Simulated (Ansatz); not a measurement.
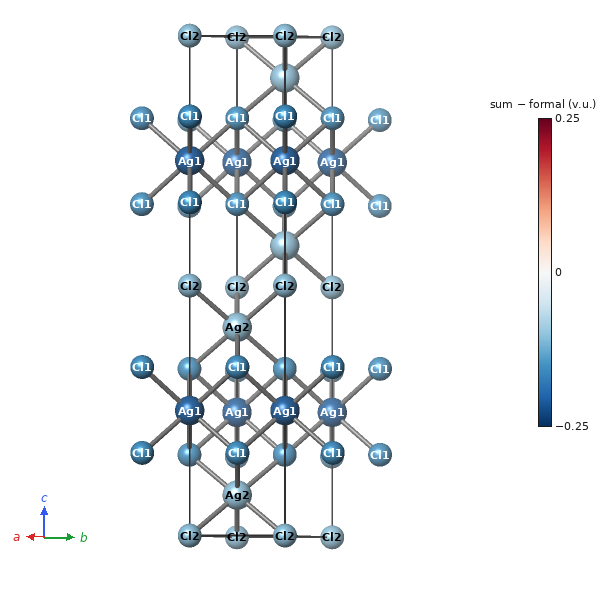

Atoms of AgCl (P6_3/mmc) coloured by their computed bond-valence sum less the size of their formal valence (view from a free direction).

Bond valence s = exp((R0 − d)/b), R0 fitted to published crystal structures with b = 0.37 Å, summed over all anions within 5 Å; R0 in Å: Ag+–Cl 2.090.

Origin of the cell: the end point of a relaxation with DFT PBE, scalar-relativistic, plane waves, PAW in Ansatz; the starting structure was generated, so it need not be a known form of this composition.

```
Ag Cl
1.0
     3.88025    0.00000    0.00000
    -1.94012    3.36039    0.00000
     0.00000    0.00000   20.35803
Ag Cl
6 6
Direct
  0.00000 0.00000 0.75000
  0.33333 0.66667 0.91778
  0.66667 0.33333 0.08222
  0.00000 0.00000 0.25000
  0.66667 0.33333 0.41778
  0.33333 0.66667 0.58222
  0.66667 0.33333 0.83591
  0.00000 0.00000 0.00000
  0.33333 0.66667 0.16409
  0.33333 0.66667 0.33591
  0.00000 0.00000 0.50000
  0.66667 0.33333 0.66409
```

Site labels: Ag1 at 0.000, 0.000, 0.750; Cl1 at 0.667, 0.333, 0.836; Ag2 at 0.333, 0.667, 0.918; Cl2 at 0.000, 0.000, 0.000.

Question: Which site departs most from its formal valence?

Answer: Ag1, whose sum is 0.79 against 1: by this sum it is underbonded.

Question: Give the sums of all sites.

Answer:
| site | x, y, z | formal valence | bond-valence sum | difference |
| --- | --- | --- | --- | --- |
| Ag1 | 0.000, 0.000, 0.750 | +1 | 0.79 | -0.21 |
| Cl1 | 0.667, 0.333, 0.836 | −1 | 0.85 | -0.15 |
| Ag2 | 0.333, 0.667, 0.918 | +1 | 0.90 | -0.10 |
| Cl2 | 0.000, 0.000, 0.000 | −1 | 0.89 | -0.11 |

Question: Is the structure strained by this measure?

Answer: The global instability index (root mean square of the differences over all atoms) is 0.14 v.u.: moderate strain, common in real structures. Cells relaxed with PBE tend to have slightly long bonds, which lowers the sums.
